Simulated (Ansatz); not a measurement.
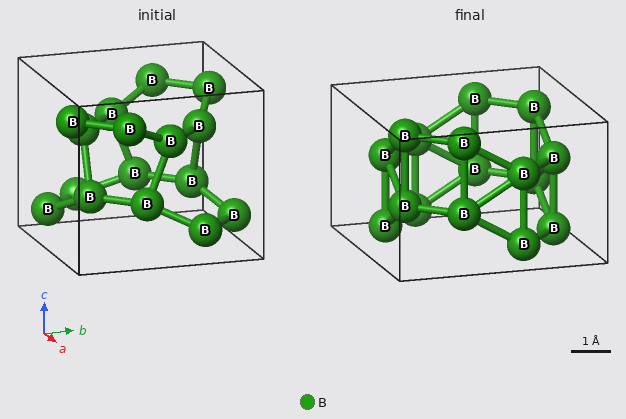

The structure of a crystal of B (a generated structure, set up in I-42m) (coarse preliminary run) before (left) and after (right) a relaxation, at one scale.

A ball-and-stick model of the conventional cell (2 times the calculation's cell), seen slightly off an axis. Lengths and directions refer to the drawn axes.

All numbers below come from Ansatz, DFT PBE, scalar-relativistic, plane waves, PAW.

Input
```yaml
crystal:
  lattice:
    - [-2.52141413, 2.52141413, 2.265836]
    - [2.52141413, -2.52141413, 2.265836]
    - [2.52141413, 2.52141413, -2.265836]
  atoms:
    - { symbol: B, position: [0.75543277, 0.11319686, 0.23211063] }
    - { symbol: B, position: [0.88108623, 0.52332214, 0.76788937] }
    - { symbol: B, position: [0.11319686, 0.75543277, 0.23211063] }
    - { symbol: B, position: [0.47667786, 0.24456723, 0.3577641] }
    - { symbol: B, position: [0.88680314, 0.11891377, 0.6422359] }
    - { symbol: B, position: [0.52332214, 0.88108623, 0.76788937] }
    - { symbol: B, position: [0.24456723, 0.47667786, 0.3577641] }
    - { symbol: B, position: [0.11891377, 0.88680314, 0.6422359] }
basis:
  ecutwfc: 420
kpoints:
  mp_grid: { grid: [6, 6, 6] }
hamiltonian:
  xc: pbe
scf:
  occupations: { method: gaussian, width: 0.1 }
  lower_state_search: "off"
output:
  forces: true
  stress: true
  eigenvalues: true
relax:
  adjacent_minimum: "off"
  f_tol: 0.04
  max_steps: 70
  cell: { stress_tol: 0.4 }
```

Command:
```bash
ansatz run input.yaml --threads 1 --pin off --max-ram 2560MiB --backend cpu --events-out ev --progress --plain --runs-dir out
```

> What changed between the two?

The largest moves relative to the cell, 0.61 Å, are those of 8 atoms (B1, B2, B3, B4 and others). B4 goes along [3 2 −2]. The volume changes by +6.2 %, with a = b 5.043 → 5.678 Å (+12.6 %), c 4.532 → 3.797 Å (−16.2 %). Near-neighbour distances that change, for instance: B1–B8 2.644 → 1.882 Å, B1–B3 2.483 → 1.898 Å, B1–B4 1.650 → 1.882 Å, B1–B7 1.765 → 1.882 Å. New bonds form: B1–B8 (2.64 → 1.88 Å), B2–B7 (2.64 → 1.88 Å), B3–B5 (2.64 → 1.88 Å), B4–B6 (2.64 → 1.88 Å). Bond angles that change, for instance: B4–B3–B8 93.2° → 60.6°, B2–B3–B8 152.4° → 127.6°, B2–B3–B4 104.7° → 127.6°. The space group (tolerance 0.01 Å) goes from I-42m (No. 121) to P4_2/mmc (No. 131). After 11 accepted moves (13 points after the start) the energy has fallen by 5.929 eV per cell of the calculation. Largest force component: 1.3 eV/Å at the start, 0.0022 eV/Å at the end. The pressure goes from 33.97 to 0.05 GPa. At 2 points the geometry stayed and the basis and grid were re-selected for the new cell (energy shift of 68.5 meV per cell of the calculation at most each time). Cost: 60 s on 1 thread of Arm Neoverse V1 (shared host), peak memory 0.33 GiB.
